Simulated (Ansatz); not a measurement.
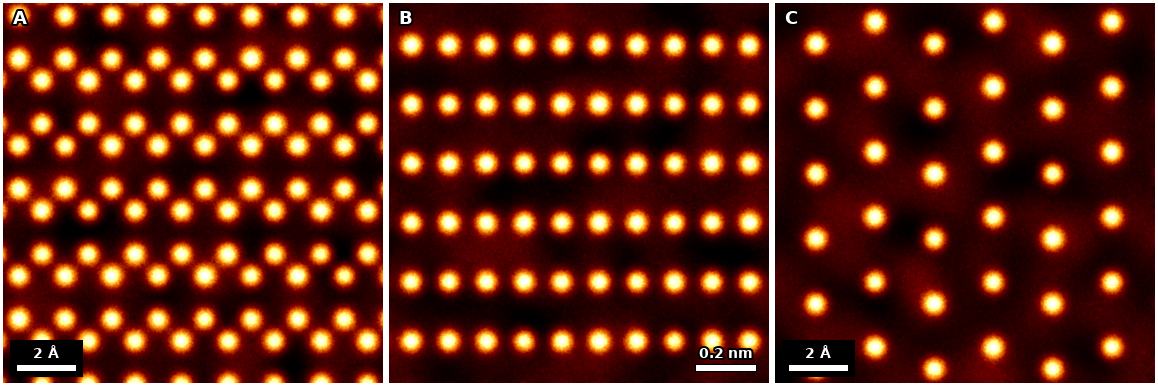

Three views of Ni (P6_3/mmc, No. 194) along different zone axes. Simulation: incoherent imaging, intensity Z^1.7 per atom, probe width 0.58 Å, thin sample. Shot noise and the speckle of an amorphous layer were added. Structure: the end point of a relaxation at fixed volume with DFT HSE06, scalar-relativistic, plane waves, PAW (Ansatz 0.2.0); the starting structure was generated, so it need not be a known form of this composition.

```cif
data_structure
_symmetry_space_group_name_H-M 'P6_3/mmc'
_symmetry_Int_Tables_number 194
_cell_length_a 2.5710
_cell_length_b 2.5710
_cell_length_c 4.0501
_cell_angle_alpha 90.000
_cell_angle_beta 90.000
_cell_angle_gamma 120.000
_cell_volume 23.18
loop_
_atom_site_label
_atom_site_type_symbol
_atom_site_symmetry_multiplicity
_atom_site_Wyckoff_symbol
_atom_site_fract_x
_atom_site_fract_y
_atom_site_fract_z
_atom_site_occupancy
Ni1 Ni 2 d 0.33333 0.66667 0.75000 1
```

Question: Match the panels to the zone axes [100], [201] and [210].

Answer: A is [201]: projected cell 1.59 × 2.36 Å, 110°, plane group c2mm. B is [210]: projected cell 1.29 × 2.03 Å, 90°, plane group p2mm. C is [100]: projected cell 2.23 × 4.05 Å, 90°, plane group p2mg.
